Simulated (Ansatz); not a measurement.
Run report: Ti$_{12}$HO$_{24}$, geometry relaxation (part 1 of 5)

The run: geometry relaxation of Ti$_{12}$HO$_{24}$ (slab, 37 atoms in the cell). Method and program: DFT PBE+D3(BJ), scalar-relativistic, plane waves, PAW, spin-polarised (Ansatz 0.2.0).

The structure derives from an entry of the Crystallography Open Database. The input holds or restrains some coordinates. Forces given for the steps count only the free coordinates. Figures and captions count atoms from 1; the log counts them from 0 in places.

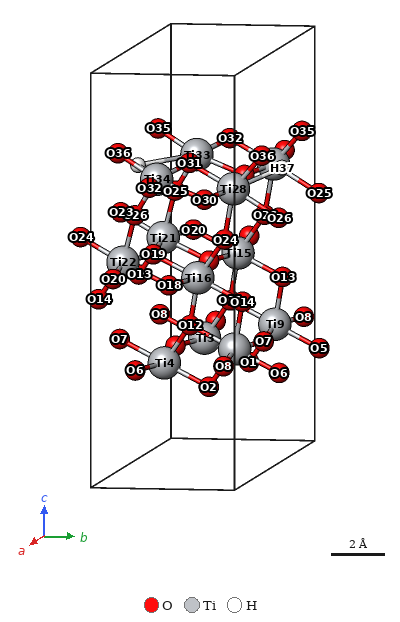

*The structure as given in the input (ball-and-stick view of the cell of the calculation, with the vacuum cut short, seen slightly off an axis; bonded neighbours outside the cell are drawn too; atoms are numbered from 1 in the order of the input). An atom can appear more than once, as a periodic image.*

## Summary

| quantity | value |
| --- | --- |
| outcome | converged under the restraints of the input |
| electrons treated | 289 |
| free energy | −43682.8876 eV |
| work function, top face | 4.19 eV |
| work function, bottom face | 4.65 eV |
| Fermi energy | 0.956 eV |
| gap on the k-point mesh | none (metallic) |
| net moment of the cell | 0.00 μB |
| integrated absolute moment | 0.00 μB |
| final volume | 1106.77 Å³ |
| work function (upper face) | 4.19 eV |
| largest force (length of the vector) at the end, held atoms and coordinates included | 3.880 eV/Å |
| hardware | 8 threads of Arm Neoverse N1, 98 GiB of memory available, shared host |
| wall time | 89 min (CPU time 12 h) |
| peak memory | 8.5 GiB |

## Remarks

Warnings of the run: some starting moments were not kept; the exchange-correlation potential is rough where the density is thin.

## Input file
```yaml
crystal:
  lattice:
    - [7.5747340274, 0.0, 0.0]
    - [-1.8936835069, 5.146741462, 0.0]
    - [0.0, 0.0, 28.3895227944]
  atoms:
    - { symbol: O, position: [0.1576537217, 0.6306148869, 0.2994062303] }
    - { symbol: O, position: [0.6576537217, 0.6306148869, 0.2994062303] }
    - { symbol: Ti, position: [0.0676893108, 0.2707572432, 0.3252209285] }
    - { symbol: Ti, position: [0.5676893108, 0.2707572432, 0.3252209285] }
    - { symbol: O, position: [0.2995760494, 0.1983041977, 0.3304184101] }
    - { symbol: O, position: [0.7995760494, 0.1983041977, 0.3304184101] }
    - { symbol: O, position: [0.4777248999, 0.9108995995, 0.3510356266] }
    - { symbol: O, position: [0.9777248999, 0.9108995995, 0.3510356266] }
    - { symbol: Ti, position: [0.2096116385, 0.838446554, 0.3562331083] }
    - { symbol: Ti, position: [0.7096116385, 0.838446554, 0.3562331083] }
    - { symbol: O, position: [0.1196472276, 0.4785889103, 0.3820478065] }
    - { symbol: O, position: [0.6196472276, 0.4785889103, 0.3820478065] }
    - { symbol: O, position: [0.2253430325, 0.9013721301, 0.4234549496] }
    - { symbol: O, position: [0.7253430325, 0.9013721301, 0.4234549496] }
    - { symbol: Ti, position: [0.1353786216, 0.5415144864, 0.4492696477] }
    - { symbol: Ti, position: [0.6353786216, 0.5415144864, 0.4492696477] }
    - { symbol: O, position: [0.3672653602, 0.4690614409, 0.4544671293] }
    - { symbol: O, position: [0.8672653602, 0.4690614409, 0.4544671293] }
    - { symbol: O, position: [0.5452995466, 0.1811982635, 0.4745387213] }
    - { symbol: O, position: [0.0452995466, 0.1811982635, 0.4745387213] }
    - { symbol: Ti, position: [0.274782639, 0.0991307327, 0.4789915981] }
    - { symbol: Ti, position: [0.774782639, 0.0991307327, 0.4789915981] }
    - { symbol: O, position: [0.1892029872, 0.7568137693, 0.5070125769] }
    - { symbol: O, position: [0.6892029872, 0.7568137693, 0.5070125769] }
    - { symbol: O, position: [0.2985431333, 0.1941713121, 0.5462770442] }
    - { symbol: O, position: [0.7985431333, 0.1941713121, 0.5462770442] }
    - { symbol: Ti, position: [0.2071024934, 0.8284135288, 0.5791193246] }
    - { symbol: Ti, position: [0.7071024934, 0.8284135288, 0.5791193246] }
    - { symbol: O, position: [0.4387726007, 0.7550934734, 0.5797015723] }
    - { symbol: O, position: [0.9387726007, 0.7550934734, 0.5797015723] }
    - { symbol: O, position: [0.6184374491, 0.4737528633, 0.6078378406] }
    - { symbol: O, position: [0.1184374491, 0.4737528633, 0.6078378406] }
    - { symbol: Ti, position: [0.3428306049, 0.3713246549, 0.6001053025] }
    - { symbol: Ti, position: [0.8428306049, 0.3713246549, 0.6001053025] }
    - { symbol: O, position: [0.2645213336, 0.0580901062, 0.6299384028] }
    - { symbol: O, position: [0.7645213336, 0.0580901062, 0.6299384028] }
    - { symbol: H, position: [0.5145213336, 1.0580901062, 0.5961231109], spin: 1.0 }
basis:
  ecutwfc: 420
kpoints:
  mp_grid: { grid: [4, 5, 1] }
hamiltonian:
  xc: pbe
  dispersion: d3bj
scf:
  occupations: { method: gaussian, width: 0.05 }
output:
  forces: true
  eigenvalues: true
  populations: true
  write_density: true
  write_potential: true
  elf: true
  volumetric_format: npy
magnetization:
  spin_polarized: true
relax:
  adjacent_minimum: "off"
  f_tol: 0.03
  max_steps: 70
  constraints:
    - { sites: [0, 1, 2, 3, 4, 5, 6, 7, 8, 9, 10, 11, 12, 13, 14, 15, 16, 17] }
efield:
  axis: 3
  dipole_correction: true
```

Launch command:
```bash
ansatz run input.yaml --threads 8 --pin off --max-ram 22528MiB --backend cpu --events-out ev --progress --plain --runs-dir out
```

## Log
```
Engine: ansatz 0.2.0, aarch64-unknown-linux-gnu
Pseudopotentials: kind: paw
Pseudopotential: O, paw, valence charge 6, recommended cutoff 420 eV (normal), O.paw.azcp
Pseudopotential: Ti, paw, valence charge 12, recommended cutoff 420 eV (normal), Ti.paw.azcp
Pseudopotential: H, paw, valence charge 1, recommended cutoff 420 eV (normal), H.paw.azcp
Functional definition: PBE
  parameter kappa = 0.804
  parameter beta = 0.06672455060314922
  exchange = pbe_x(kappa = kappa, mu = beta*pi^2/3)
  correlation = pbe_c(beta = beta)
Crystal: 37 atoms, lattice volume = 1106.771 Å³
Basis set: ecut = 420 eV, 21607 PW (Γ), exchange–correlation on 108×80×384 points (8 copies of the dense FFT grid, shifted against one another)
Bands: 182, of which v1, the nominal top of the filled ones, is band 145 counted from 1 (144 counted from 0)
Symmetry: 1 space group operations
k-points: 11 of 20 (time reversal used)
Non-local potential: O, projectors of the file, l = 0: 2, l = 1: 2, l = 2: 1
Non-local potential: Ti, projectors of the file, l = 0: 3, l = 1: 2, l = 2: 3, l = 3: 1
Non-local potential: H, projectors of the file, l = 0: 2, l = 1: 1
PAW form: soft (Blöchl's): semilocal exchange-correlation on the pseudo side does not see the compensation charge
PAW one-centre angular grid: O, 110 points (default); XC on 64 Gauss nodes
PAW one-centre angular grid: Ti, 590 points (default); XC on 64 Gauss nodes
PAW one-centre angular grid: H, 110 points (default); XC on 64 Gauss nodes
Initial density: superposition of atomic densities (neutral atoms: chi_scale 0, normalization atom)
Starting moments: Σ|m| = 1 μB on 1 of 37 sites
Initial wavefunctions: pseudopotential atomic-orbital guess
Functional: x = pbe(κ = 0.804, μ = 0.2195149727645171), c = pbe(β = 0.06672455060314922)
SCF iter   1: F=—  HF=-43738.958473 eV  |F-HF|=—  |Δ(HF+E_count)|=         —  Δρ=7.13e-2 (↑7.13e-2 ↓7.05e-2)  dr2=2.39e2  dr2_m=3.73e-2  M=1.000 μB ∫|m|=1.010 μB  β_m=0.30  ethr=3.10e-3  p=0.000 e·Å  D=7.11e-7 V/Å  ΔV_dip=-0.00 eV  dr2_dipole=3.52e-2  V_vac-E_F(+/−)=7.12/7.12 eV  ⟨swp⟩=6.3  Hψ=15958  notcnv=0
efield: sawtooth ramp at fractional position 0.9147 (placed from the atoms, in the widest stretch of the axis that holds none; the zero of the levels goes with the place), width 0.1000; the density the first Hamiltonian is built on has a dipole p = 0.000 e·Å; the dipole correction subtracts the counter field D = 7.11e-7 V/Å, which shifts the + side's vacuum level by -0.00 eV against the − side's; the planar-averaged density in the ramp window peaks in size at 3.8e-6 e/Å³
preconditioner: auto → Resta (q_TF=auto, 2.181 Å⁻¹)  ε∞=2.4  [insulator: Δε(μ)=2.103 eV  Ē_g=12.981 eV  σ=0.050 eV  W_gap=1.00  n_scr=190 (ndim 8)  ℏωp=15.5 eV  f_vac=0.583  D(μ)=0.00/eV (n_scr^D=0)  ε∞_Penn≈2.4  vacuum switching on, ρ_ref=1.2e-2 e/Å³]
spin=Collinear: Resta preconditioning applied to the charge; magnetization (m = ρ↑ − ρ↓) channel mixes plain (no charge-response kernel on spin).
SCF iter   2: F=—  HF=-43682.533269 eV  |F-HF|=—  |Δ(HF+E_count)|=    5.64e1  Δρ=1.93e-2 (↑1.93e-2 ↓1.65e-2)  dr2=1.98e1  dr2_m=2.89e-1  M=0.007 μB ∫|m|=0.366 μB  β_m=0.30  ethr=3.10e-3  p=-0.084 e·Å  D=-1.37e-2 V/Å  ΔV_dip=0.39 eV  dr2_dipole=2.75e0  V_vac-E_F(+/−)=7.19/6.80 eV  ⟨swp⟩=4.0  Hψ=9831  notcnv=0  defer=709  κ⁻¹=1.0e0(r=1)
preconditioner: auto → LDOS  [metal: Δε(μ)=0.013 eV  Ē_g=9.827 eV  σ=0.050 eV  W_gap=0.14  n_scr=190 (ndim 8)  ℏωp=15.5 eV  f_vac=0.586  D(μ)=9.69/eV (n_scr^D=40)]
spin=Collinear: LDOS preconditioning applied to the charge; magnetization (m = ρ↑ − ρ↓) channel mixes plain (no charge-response kernel on spin).
SCF iter   3: F=—  HF=-43681.073061 eV  |F-HF|=—  |Δ(HF+E_count)|=    1.46e0  Δρ=1.26e-2 (↑1.26e-2 ↓1.18e-2)  dr2=5.90e0  dr2_m=5.36e-2  M=1.000 μB ∫|m|=1.035 μB  β_m=1.00  ethr=3.10e-3  p=0.154 e·Å  D=2.51e-2 V/Å  ΔV_dip=-0.71 eV  dr2_dipole=1.74e-1  V_vac-E_F(+/−)=5.74/6.46 eV  ⟨swp⟩=4.0  Hψ=5842  notcnv=0  defer=658  κ⁻¹=1.1e-1(r=2)
SCF iter   4: F=—  HF=-43680.392048 eV  |F-HF|=—  |Δ(HF+E_count)|=   6.81e-1  Δρ=8.65e-3 (↑8.65e-3 ↓8.27e-3)  dr2=2.00e0  dr2_m=1.11e-2  M=1.000 μB ∫|m|=1.041 μB  β_m=1.00  ethr=2.04e-3  p=0.073 e·Å  D=1.20e-2 V/Å  ΔV_dip=-0.34 eV  dr2_dipole=8.72e-2  V_vac-E_F(+/−)=5.50/5.84 eV  ⟨swp⟩=3.0  Hψ=5117  notcnv=0  defer=665  κ⁻¹=6.8e-3(r=3)
SCF iter   5: F=—  HF=-43680.246726 eV  |F-HF|=—  |Δ(HF+E_count)|=   1.45e-1  Δρ=5.43e-3 (↑5.43e-3 ↓5.18e-3)  dr2=7.82e-1  dr2_m=3.50e-3  M=0.954 μB ∫|m|=0.994 μB  β_m=1.00  ethr=6.93e-4  p=0.025 e·Å  D=4.11e-3 V/Å  ΔV_dip=-0.12 eV  dr2_dipole=3.01e-2  V_vac-E_F(+/−)=5.13/5.25 eV  ⟨swp⟩=4.1  Hψ=3885  notcnv=0  defer=665  κ⁻¹=1.8e-3(r=4)
SCF iter   6: F=—  HF=-43680.270704 eV  |F-HF|=—  |Δ(HF+E_count)|=   2.40e-2  Δρ=4.31e-3 (↑4.31e-3 ↓1.95e-3)  dr2=7.32e-1  dr2_m=3.75e-2  M=0.560 μB ∫|m|=0.621 μB  β_m=0.30  ethr=2.71e-4  p=-0.008 e·Å  D=-1.31e-3 V/Å  ΔV_dip=0.04 eV  dr2_dipole=1.46e-1  V_vac-E_F(+/−)=4.71/4.67 eV  ⟨swp⟩=5.7  Hψ=6898  notcnv=0  defer=662  κ⁻¹=4.5e-4(r=5)
SCF iter   7: F=—  HF=-43680.252599 eV  |F-HF|=—  |Δ(HF+E_count)|=   1.81e-2  Δρ=1.25e-3 (↑1.25e-3 ↓1.13e-3)  dr2=5.20e-2  dr2_m=3.53e-4  M=0.817 μB ∫|m|=0.858 μB  β_m=1.00  ethr=2.53e-4  p=0.040 e·Å  D=6.55e-3 V/Å  ΔV_dip=-0.19 eV  dr2_dipole=9.08e-4  V_vac-E_F(+/−)=4.59/4.78 eV  ⟨swp⟩=4.5  Hψ=4891  notcnv=0  defer=657  κ⁻¹=2.9e-4(r=6)
SCF iter   8: F=—  HF=-43680.254964 eV  |F-HF|=—  |Δ(HF+E_count)|=   2.36e-3  Δρ=7.90e-4 (↑7.90e-4 ↓7.58e-4)  dr2=2.62e-2  dr2_m=2.71e-4  M=0.846 μB ∫|m|=0.886 μB  β_m=1.00  ethr=1.80e-5  p=0.038 e·Å  D=6.21e-3 V/Å  ΔV_dip=-0.18 eV  dr2_dipole=1.34e-3  V_vac-E_F(+/−)=4.56/4.74 eV  ⟨swp⟩=2.0  Hψ=5661  notcnv=0  defer=657  κ⁻¹=5.0e-5(r=7)
SCF iter   9: F=—  HF=-43680.256617 eV  |F-HF|=—  |Δ(HF+E_count)|=   1.65e-3  Δρ=5.28e-4 (↑5.28e-4 ↓4.59e-4)  dr2=9.42e-3  dr2_m=2.96e-5  M=0.833 μB ∫|m|=0.875 μB  β_m=1.00  ethr=9.06e-6  p=0.039 e·Å  D=6.44e-3 V/Å  ΔV_dip=-0.18 eV  dr2_dipole=1.42e-4  V_vac-E_F(+/−)=4.59/4.77 eV  ⟨swp⟩=2.3  Hψ=5152  notcnv=0  defer=657  κ⁻¹=7.5e-6(r=8)
SCF iter  10: F=—  HF=-43680.257493 eV  |F-HF|=—  |Δ(HF+E_count)|=   8.76e-4  Δρ=3.90e-4 (↑3.90e-4 ↓3.68e-4)  dr2=5.26e-3  dr2_m=8.18e-5  M=0.843 μB ∫|m|=0.887 μB  β_m=1.00  ethr=3.26e-6  p=0.036 e·Å  D=5.84e-3 V/Å  ΔV_dip=-0.17 eV  dr2_dipole=1.89e-4  V_vac-E_F(+/−)=4.60/4.77 eV  ⟨swp⟩=2.2  Hψ=4978  notcnv=0  defer=657  κ⁻¹=1.9e-5(r=8)
SCF iter  11: F=—  HF=-43680.257686 eV  |F-HF|=—  |Δ(HF+E_count)|=   1.93e-4  Δρ=2.79e-4 (↑2.79e-4 ↓2.51e-4)  dr2=2.82e-3  dr2_m=8.81e-6  M=0.835 μB ∫|m|=0.882 μB  β_m=1.00  ethr=1.82e-6  p=0.029 e·Å  D=4.67e-3 V/Å  ΔV_dip=-0.13 eV  dr2_dipole=7.89e-5  V_vac-E_F(+/−)=4.62/4.75 eV  ⟨swp⟩=2.0  Hψ=5070  notcnv=0  defer=656  κ⁻¹=1.9e-4(r=8)
SCF iter  12: F=—  HF=-43680.257916 eV  |F-HF|=—  |Δ(HF+E_count)|=   2.30e-4  Δρ=2.05e-4 (↑2.05e-4 ↓1.98e-4)  dr2=1.59e-3  dr2_m=7.68e-6  M=0.838 μB ∫|m|=0.885 μB  β_m=1.00  ethr=9.75e-7  p=0.027 e·Å  D=4.38e-3 V/Å  ΔV_dip=-0.12 eV  dr2_dipole=8.22e-5  V_vac-E_F(+/−)=4.62/4.75 eV  ⟨swp⟩=2.0  Hψ=4829  notcnv=0  defer=656  κ⁻¹=7.5e-5(r=8)
SCF iter  13: F=—  HF=-43680.258161 eV  |F-HF|=—  |Δ(HF+E_count)|=   2.45e-4  Δρ=1.52e-4 (↑1.52e-4 ↓1.32e-4)  dr2=7.61e-4  dr2_m=2.17e-5  M=0.844 μB ∫|m|=0.892 μB  β_m=1.00  ethr=5.50e-7  p=0.027 e·Å  D=4.48e-3 V/Å  ΔV_dip=-0.13 eV  dr2_dipole=5.60e-6  V_vac-E_F(+/−)=4.62/4.75 eV  ⟨swp⟩=2.0  Hψ=4919  notcnv=0  defer=656  κ⁻¹=3.9e-5(r=8)
SCF iter  14: F=—  HF=-43680.258370 eV  |F-HF|=—  |Δ(HF+E_count)|=   2.10e-4  Δρ=1.19e-4 (↑1.19e-4 ↓8.10e-5)  dr2=4.57e-4  dr2_m=1.59e-5  M=0.846 μB ∫|m|=0.896 μB  β_m=1.00  ethr=2.63e-7  p=0.029 e·Å  D=4.67e-3 V/Å  ΔV_dip=-0.13 eV  dr2_dipole=2.72e-7  V_vac-E_F(+/−)=4.62/4.75 eV  ⟨swp⟩=2.0  Hψ=5088  notcnv=0  defer=656  κ⁻¹=1.1e-4(r=8)
SCF iter  15: F=—  HF=-43680.258407 eV  |F-HF|=—  |Δ(HF+E_count)|=   3.72e-5  Δρ=8.07e-5 (↑8.07e-5 ↓5.64e-5)  dr2=2.34e-4  dr2_m=2.75e-6  M=0.843 μB ∫|m|=0.893 μB  β_m=1.20  ethr=1.58e-7  p=0.029 e·Å  D=4.72e-3 V/Å  ΔV_dip=-0.13 eV  dr2_dipole=2.81e-5  V_vac-E_F(+/−)=4.62/4.75 eV  ⟨swp⟩=2.0  Hψ=5018  notcnv=0  defer=656
Mixer restart at iter 15: flushing history
spin-set hold released at iteration 15 (site moments contracting): the magnetisation degrees of freedom join the quasi-Newton model from the next iteration; the mixer history was flushed
SCF iter  16: F=—  HF=-43680.258420 eV  |F-HF|=—  |Δ(HF+E_count)|=   1.29e-5  Δρ=6.40e-5 (↑6.40e-5 ↓5.74e-5)  dr2=1.68e-4  dr2_m=1.74e-6  M=0.846 μB ∫|m|=0.897 μB  β_m=0.46  ethr=8.10e-8  p=0.029 e·Å  D=4.74e-3 V/Å  ΔV_dip=-0.13 eV  dr2_dipole=5.83e-6  V_vac-E_F(+/−)=4.62/4.75 eV  ⟨swp⟩=2.0  Hψ=4160  notcnv=0  defer=656
density mixer auto → msr1: a metal under ldos (density of states about μ 0.53 of a free-electron gas's, 190 screened modes)
SCF iter  17: F=—  HF=-43680.258447 eV  |F-HF|=—  |Δ(HF+E_count)|=   2.66e-5  Δρ=6.78e-5 (↑6.78e-5 ↓5.57e-5)  dr2=1.95e-4  dr2_m=4.28e-6  M=0.849 μB ∫|m|=0.901 μB  β_m=0.50  ethr=5.82e-8  p=0.029 e·Å  D=4.77e-3 V/Å  ΔV_dip=-0.14 eV  dr2_dipole=1.45e-6  V_vac-E_F(+/−)=4.62/4.75 eV  ⟨swp⟩=2.0  Hψ=4412  notcnv=0  defer=656
SCF iter  18: F=—  HF=-43680.258457 eV  |F-HF|=—  |Δ(HF+E_count)|=   1.05e-5  Δρ=6.95e-5 (↑6.95e-5 ↓5.03e-5)  dr2=2.18e-4  dr2_m=4.05e-6  M=0.851 μB ∫|m|=0.903 μB  β_m=0.67  ethr=5.82e-8  p=0.029 e·Å  D=4.79e-3 V/Å  ΔV_dip=-0.14 eV  dr2_dipole=8.48e-6  V_vac-E_F(+/−)=4.62/4.75 eV  ⟨swp⟩=2.0  Hψ=5008  notcnv=0  defer=656
SCF iter  19: F=—  HF=-43680.258465 eV  |F-HF|=—  |Δ(HF+E_count)|=   7.77e-6  Δρ=6.61e-5 (↑6.61e-5 ↓4.93e-5)  dr2=2.22e-4  dr2_m=1.76e-6  M=0.852 μB ∫|m|=0.904 μB  β_m=0.70  ethr=5.82e-8  p=0.029 e·Å  D=4.77e-3 V/Å  ΔV_dip=-0.14 eV  dr2_dipole=1.09e-5  V_vac-E_F(+/−)=4.62/4.75 eV  ⟨swp⟩=2.0  Hψ=4368  notcnv=0  defer=656
SCF iter  20: F=—  HF=-43680.258469 eV  |F-HF|=—  |Δ(HF+E_count)|=   4.06e-6  Δρ=6.09e-5 (↑6.09e-5 ↓5.46e-5)  dr2=1.94e-4  dr2_m=3.84e-7  M=0.852 μB ∫|m|=0.904 μB  β_m=0.54  ethr=5.82e-8  p=0.029 e·Å  D=4.77e-3 V/Å  ΔV_dip=-0.14 eV  dr2_dipole=5.09e-6  V_vac-E_F(+/−)=4.62/4.75 eV  ⟨swp⟩=2.0  Hψ=4949  notcnv=0  defer=656
SCF iter  21: F=—  HF=-43680.258453 eV  |F-HF|=—  |Δ(HF+E_count)|=   1.61e-5  Δρ=4.33e-5 (↑3.12e-5 ↓4.33e-5)  dr2=5.55e-5  dr2_m=4.71e-6  M=0.849 μB ∫|m|=0.902 μB  β_m=0.60  ethr=5.82e-8  p=0.029 e·Å  D=4.75e-3 V/Å  ΔV_dip=-0.13 eV  dr2_dipole=6.18e-6  V_vac-E_F(+/−)=4.62/4.75 eV  ⟨swp⟩=2.0  Hψ=4945  notcnv=0  defer=656
SCF iter  22: F=—  HF=-43680.258465 eV  |F-HF|=—  |Δ(HF+E_count)|=   1.19e-5  Δρ=3.92e-5 (↑3.27e-5 ↓3.92e-5)  dr2=6.53e-5  dr2_m=5.52e-6  M=0.848 μB ∫|m|=0.902 μB  β_m=0.65  ethr=1.92e-8  p=0.029 e·Å  D=4.76e-3 V/Å  ΔV_dip=-0.14 eV  dr2_dipole=1.44e-5  V_vac-E_F(+/−)=4.62/4.75 eV  ⟨swp⟩=2.0  Hψ=5005  notcnv=0  defer=656
SCF iter  23: F=—  HF=-43680.258478 eV  |F-HF|=—  |Δ(HF+E_count)|=   1.28e-5  Δρ=3.43e-5 (↑2.86e-5 ↓3.43e-5)  dr2=4.82e-5  dr2_m=2.47e-6  M=0.848 μB ∫|m|=0.902 μB  β_m=0.58  ethr=1.92e-8  p=0.030 e·Å  D=4.83e-3 V/Å  ΔV_dip=-0.14 eV  dr2_dipole=6.88e-6  V_vac-E_F(+/−)=4.62/4.75 eV  ⟨swp⟩=2.0  Hψ=4974  notcnv=0  defer=656
SCF iter  24: F=—  HF=-43680.258482 eV  |F-HF|=—  |Δ(HF+E_count)|=   4.04e-6  Δρ=2.65e-5 (↑1.84e-5 ↓2.65e-5)  dr2=2.87e-5  dr2_m=1.06e-6  M=0.849 μB ∫|m|=0.902 μB  β_m=0.51  ethr=1.67e-8  p=0.030 e·Å  D=4.87e-3 V/Å  ΔV_dip=-0.14 eV  dr2_dipole=4.31e-6  V_vac-E_F(+/−)=4.61/4.75 eV  ⟨swp⟩=2.0  Hψ=4977  notcnv=0  defer=656
SCF iter  25: F=—  HF=-43680.258486 eV  |F-HF|=—  |Δ(HF+E_count)|=   3.87e-6  Δρ=1.76e-5 (↑1.22e-5 ↓1.76e-5)  dr2=9.68e-6  dr2_m=1.79e-7  M=0.850 μB ∫|m|=0.903 μB  β_m=0.49  ethr=7.79e-9  p=0.030 e·Å  D=4.97e-3 V/Å  ΔV_dip=-0.14 eV  dr2_dipole=4.75e-9  V_vac-E_F(+/−)=4.61/4.75 eV  ⟨swp⟩=21.7  Hψ=43300  notcnv=0
SCF iter  26: F=-43680.258491 eV  HF=-43680.258488 eV  |F-HF|=2.53e-6  |Δ(HF+E_count)|=   2.52e-6  Δρ=1.52e-5 (↑1.23e-5 ↓1.52e-5)  dr2=8.97e-6  dr2_m=1.11e-7  M=0.850 μB ∫|m|=0.904 μB  ethr=3.35e-9  p=0.030 e·Å  D=4.96e-3 V/Å  ΔV_dip=-0.14 eV  dr2_dipole=8.06e-8  V_vac-E_F(+/−)=4.61/4.75 eV  ⟨swp⟩=12.0  Hψ=33346  notcnv=0
SCF 1 converged in 26 iterations: F = -43680.258491 eV  dr2 = 8.97e-6
  greatest PAW one-centre occupation: 0.999 electrons in one spin orbital (limit 2), on the Ti atom at site 21 (counted from 0), in its partial waves of l = 0
relax step   1: F+E_penalty+E_count = -43680.25849069 eV  Δ(F+E_penalty+E_count) = +0.000e0 eV  max|allowed force component| = 1.122e0 eV/Å  Δτ_max = 0.0000 Å  (26 SCF iters, dr2 threshold 2.25e-5 eV, accepted)
Initial density: handed on by an earlier stage of this run
Starting moments: Σ|m| = 1 μB on 1 of 37 sites; this step starts from the density that it was given
Initial wavefunctions: those handed on with the density
iter 1 solved again at ethr=5.37e-5 eV; its pass at ethr=3.10e-3 eV (dr2=1.55e-1 eV) is discarded
```
